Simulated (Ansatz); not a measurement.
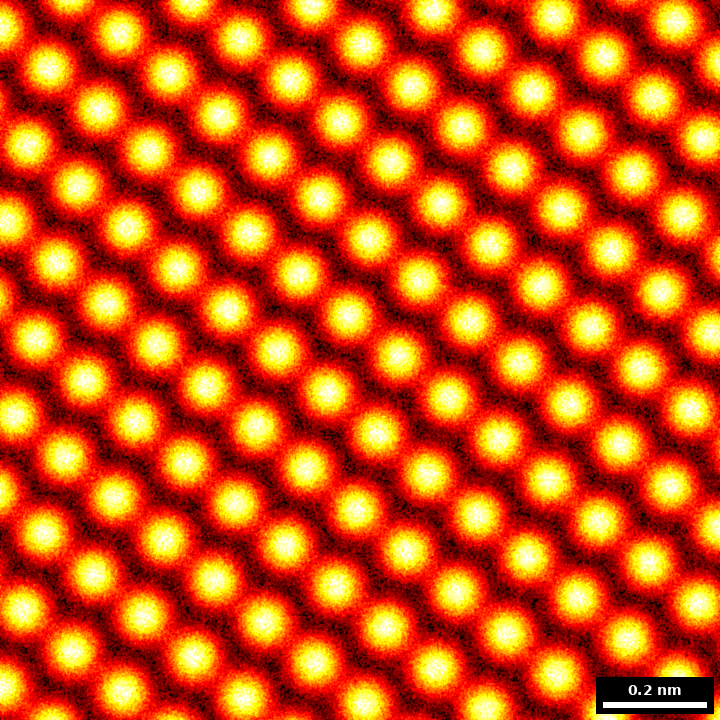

Dark-field STEM-like image of Co (Im-3m, No. 229). Simulated incoherent Z contrast: every atom adds Z^1.7 spread by a probe of 0.76 Å full width; channelling and multiple scattering are left out. The probe carries 15 % of its weight in a tail 2.5 times as wide. The display is stretched by a gamma of 0.65; percentages refer to the linear signal. Shot noise was added. Atomic positions: the input geometry of an electronic-structure calculation (not necessarily at equilibrium); the starting structure was generated, so it need not be a known form of this composition.

Space group Im-3m (No. 229). a = 2.816 Å, b = 2.816 Å, c = 2.816 Å, α = 90.00°, β = 90.00°, γ = 90.00°
| atom | site | symmetry | x | y | z |
| --- | --- | --- | --- | --- | --- |
| Co | 2a | m-3m | 0.0000 | 0.0000 | 0.0000 |

Question: Along which zone axis is the crystal seen: [001], [111], [210] or [110]? (Directions equivalent by symmetry count as one.)

Answer: [210]. The projected cells are 1.99 × 1.99 Å, 90° for [001]; 2.30 × 2.30 Å, 120° for [111]; 1.26 × 1.54 Å, 114° for [210]; 1.41 × 1.99 Å, 90° for [110], and the image repeats as the [210] one does.
